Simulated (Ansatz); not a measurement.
# Fermi surface of Ag (space group Im-3m, No. 229)

The calculation's input:

```yaml
crystal:
  lattice:
    - [-1.655654, 1.655654, 1.655654]
    - [1.655654, -1.655654, 1.655654]
    - [1.655654, 1.655654, -1.655654]
  atoms:
    - { symbol: Ag, position: [0.0, 0.0, 0.0] }
basis:
  ecutwfc: 420
kpoints:
  mp_grid: { grid: [16, 16, 16] }
hamiltonian:
  xc: pbe
scf:
  occupations: { method: gaussian, width: 0.05 }
output:
  forces: true
  eigenvalues: true
  eigenstates:
    nscf_kmesh: { grid: [34, 34, 34] }
    top_band: c6
    de_dk: true
    localisation: false
  stress: true
checkpoint:
  write: ck
  compress: false
  write_wavefunctions: false
  write_every: 100000
```

Run with:

```sh
ansatz run input.yaml --threads 1 --pin off --max-ram 3072MiB --backend cpu --events-out ev --progress --plain --runs-dir out
```

Computed with DFT PBE, scalar-relativistic, plane waves, PAW; levels and slopes on a dense k mesh at the converged density in Ansatz 0.2.0. No spin polarisation. Mesh 34×34×34, interpolated with the band slopes. Unrelaxed database geometry. The cell comes from a database of computed structures, not from a measurement.

## 1. The sheets

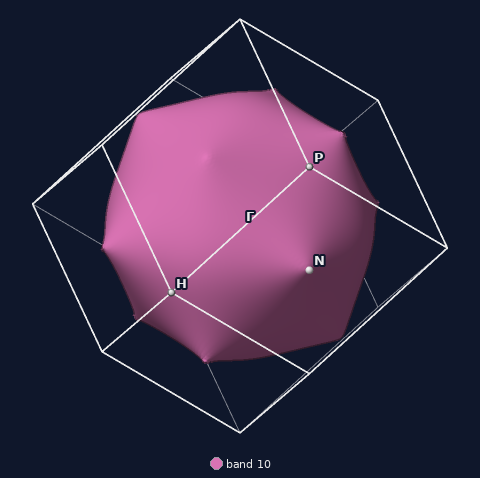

The figure shows the computed Fermi surface of this crystal. One band crosses. The brighter face of a sheet looks towards empty states.

Q: Summarise the topology of this Fermi surface.

A: One band crosses the Fermi level; this is a three-dimensional metal.

Band 10: one electron pocket centred at Γ (50 % of the zone).
The shape of the surface of band 10 changes its kind within 0.07 eV of this level, so small parts may appear, vanish, join or separate.

## 2. Speeds

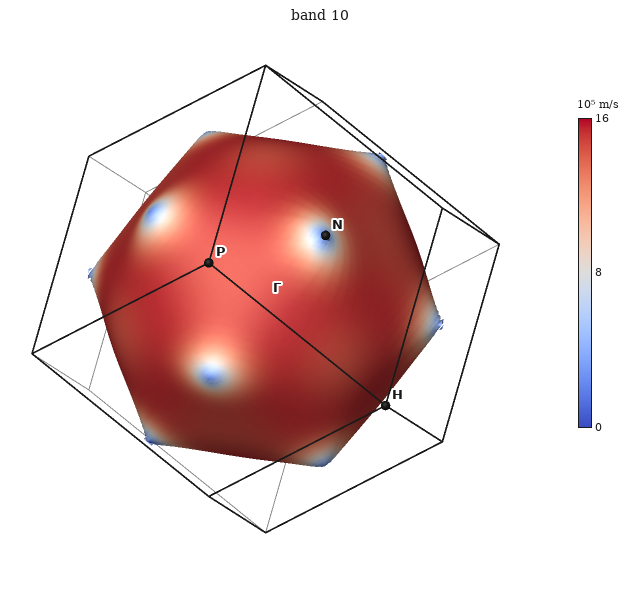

Fermi surface of this crystal, coloured by the Fermi speed.

Q: How fast are the electrons on each sheet?

A: Band 10: 7.3 to 15 × 10⁵ m/s over most of the sheet, 14 × 10⁵ m/s on average over states.

## 3. Cuts and bands

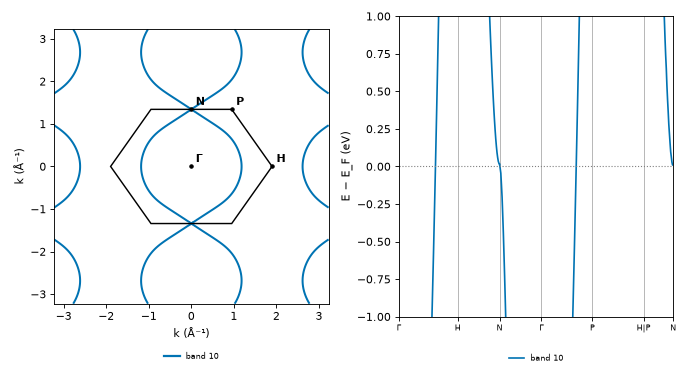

This crystal: cut through the Fermi surface in the plane through Γ, H and P, and the bands that cross the Fermi level.

Q: Give each band's level at the labelled points, in eV from the Fermi level.

A:
```csv
band,Γ,H,N
band 10,below,above,+0.01
```

Negative values are filled states; "above" and "below" lie outside the plotted window.

## 4. Nesting

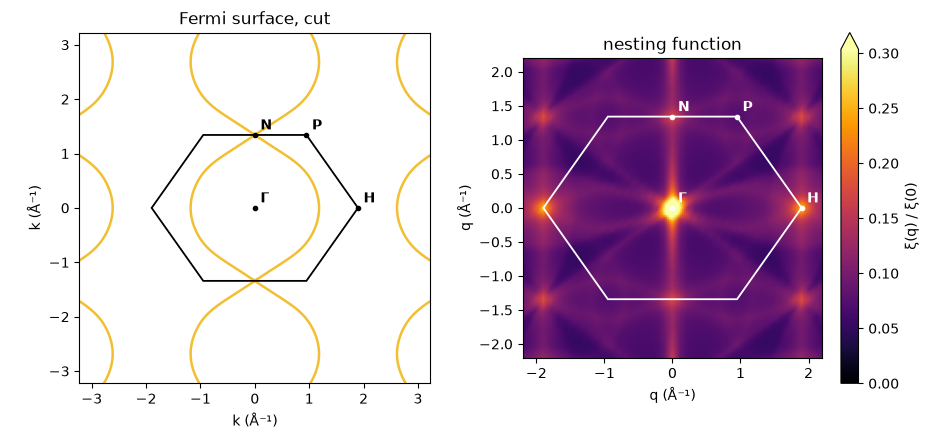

This crystal: a cut of the Fermi surface and the nesting function ξ(q) = Σ δ(ε_k) δ(ε_k+q) over all sheets (each δ a Gaussian as wide as the level changes between mesh points, at least 0.03 eV; heights depend on it), both in the plane through Γ, H and P.

Q: Where is the strongest nesting away from q = 0?

A: The highest maximum lies at H, at q = (−0.50, 0.50, 0.50) in units of the primitive reciprocal vectors. It reaches 0.28 of the value at q = 0, against a mean of 0.09. A peak of ξ alone doesn't prove an instability there.

Spin-orbit coupling is left out; with Ag it can split, shift or remove sheets. Necks and pockets thinner than about two mesh steps aren't resolved, so separate pockets may in truth be joined.

The run (self-consistency and the dense mesh) took 6.8 s on 1 thread of INTEL(R) XEON(R) PLATINUM 8581C CPU @ 2.10GHz (Emerald Rapids) (shared host), peak memory 0.47 GiB.
